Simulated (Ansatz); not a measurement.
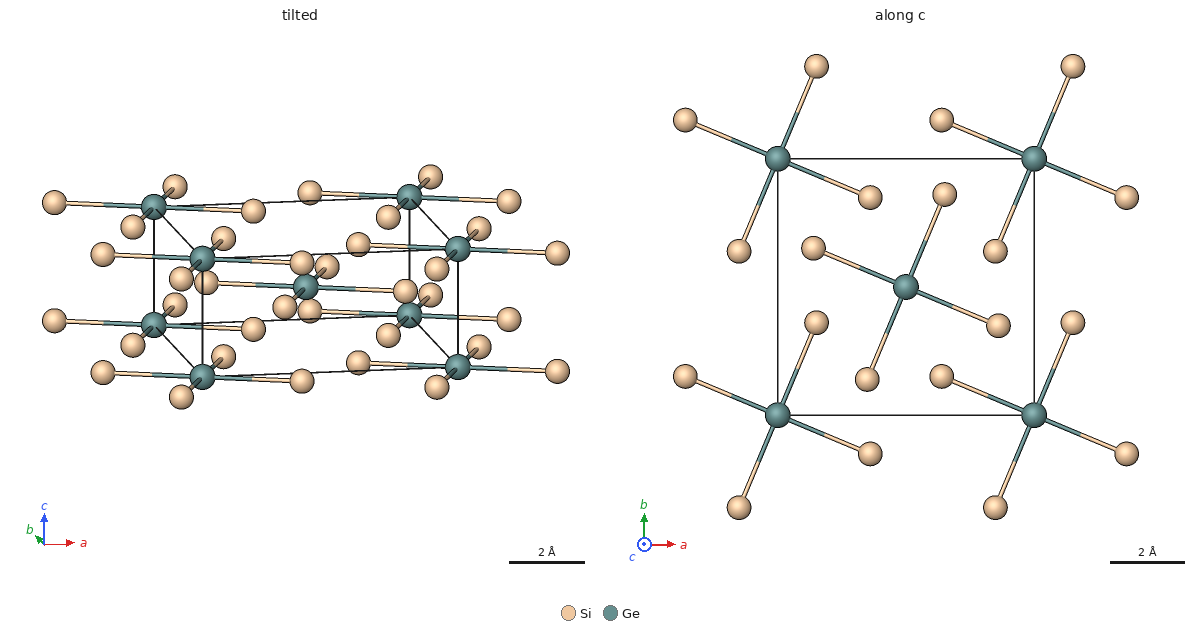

The figure gives a ball-and-stick picture of the atoms, viewed slightly off an axis and along the c axis. Atoms at the boundary of the conventional unit cell (the box) are drawn once for each face, edge or corner they touch. Finite groups of bonded atoms are drawn whole. Cell: a = 7.01 Å, b = 7.01 Å, c = 3.25 Å, α = 90.00°, β = 90.00°, γ = 90.00°.

The model was built from a structure type filled with these elements by a generator (whether the compound takes this form wasn't checked). Earlier steps of the study may have refined or changed the cell and positions. It went into a calculation with Ansatz.

Q: State composition, symmetry and coordination.

A: Its composition is Si4Ge. It is body-centred tetragonal, space group I4/m (No. 87). Content of the cell: 8 Si, 2 Ge (Z = 2). The Ge atoms are each bonded to four Si in a square planar arrangement at about 2.7 Å. The bonds build separate Si4Ge groups.

Results below were computed with DFT PBE, scalar-relativistic, plane waves, PAW in Ansatz; the settings were a cutoff energy of 420 eV, k-points about 0.18 Å⁻¹ apart, Gaussian smearing of 0.1 eV, no spin polarisation.

Q: Predict the gap.

A: A metal: bands cross the Fermi level.

Q: What charge does Bader's analysis assign to each element?

A: Si -0.03 e; Ge +0.14 e.

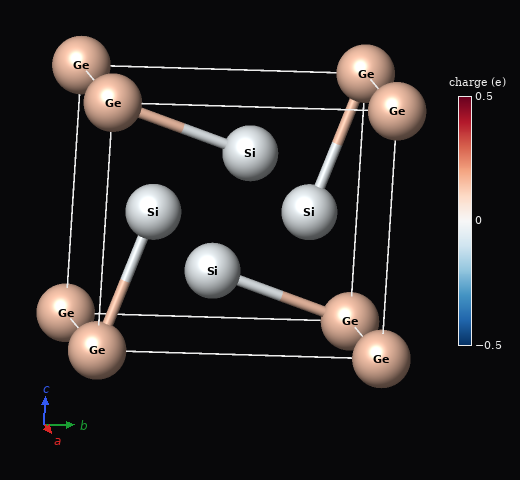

The atoms coloured by those charges. The run's cell of 5 atoms is drawn in a reduced setting, so axes and origin can differ from the first picture.

Q: Are forces and stress small enough to call this relaxed?

A: Yes. All forces vanish to within 0.01 eV/Å. The pressure is 0.0 GPa, close to zero.
